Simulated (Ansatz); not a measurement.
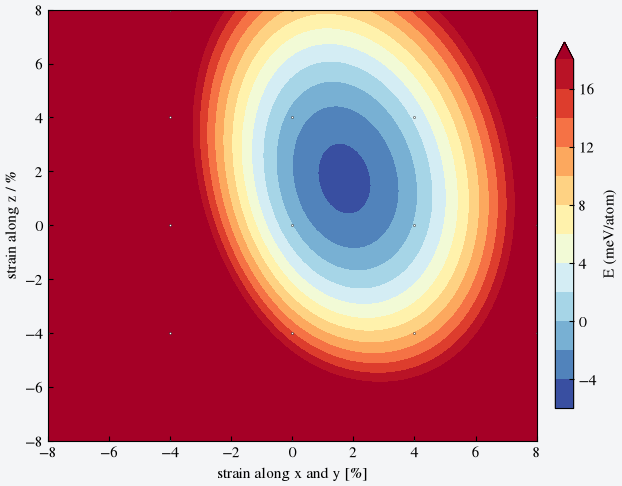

RbBr (Pm-3m, No. 221; 2 atoms in the cell). The cell is strained homogeneously, by one strain along x and y and another along z, with fractional coordinates fixed (x, y and z along the cube axes). Coordinates scanned: (1) strain along x and y; (2) strain along z. The scan uses a 5 × 5 grid. Points are written as (first, second). All energies are given in meV/atom relative to the unstrained cell. The reference cell is the one listed in the database, not relaxed at this level. These are results of DFT PBE, scalar-relativistic, plane waves, PAW (Ansatz 0.2.0), not measurements. Settings: cutoff 420 eV, k-mesh 6×6×6, gaussian smearing 0.05 eV, no spin polarisation.

The picture shows filled contours, dots at the grid points, one colour for all values above the top of the scale. Between grid points the surface is interpolated.

Q: Estimate the clamped-ion elastic constants that this map fixes.

A: With the cell volume of 70.2 Å³, the curvatures of the interpolated surface at its minimum give C₁₁ + C₂₂ + 2C₁₂ ≈ 76 GPa, C₃₃ ≈ 33 GPa and C₁₃ + C₂₃ ≈ 9.2 GPa (clamped ions, Cartesian axes of the cell). A stretch of 1 % along z with free sides (kept equal in x and y) would change the in-plane lengths by about −0.12 %.
